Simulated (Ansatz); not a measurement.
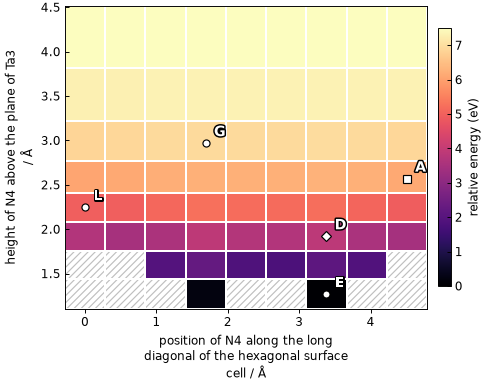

N on a Ta(111) slab cut from the Fm-3m phase, its upper half relaxed before the scan (3 atoms of substrate and one adsorbate in a 1 × 1 cell). N is moved along a line over the surface and along the normal, above a rigid substrate. Coordinates scanned: (1) position of N4 along the long diagonal of the hexagonal surface cell, from above Ta3; (2) height of N4 above the plane of Ta3. The scan uses a 9 × 8 grid. At 10 points there is no value (left out of the scan, as a rule where atoms come close). Points are written as (first, second). Energies: eV, counted from the lowest grid point. Energies and slopes of some neighbouring points disagree (a jump in structure or state, or too coarse a mesh). Computed with DFT LDA, scalar-relativistic, plane waves, PAW in Ansatz. Settings: cutoff 420 eV, k-mesh 9×9×1, gaussian smearing 0.1 eV, spin-polarised.

Drawn: one coloured cell a grid point, hatched blanks where no value was computed, lettered points.

Is A the lowest point of the computed grid?

No. A lies 6.1 eV above the lowest grid point, which is at (3.38 Å, 1.27 Å) [nearest 3 Ta at 2.11 Å].

Rank the lettered points by energy, lowest first.

E (0.0 eV), D (3.8 eV), L (5.0 eV), A (6.1 eV), G (6.9 eV).

PAW datasets: the set soft_1.
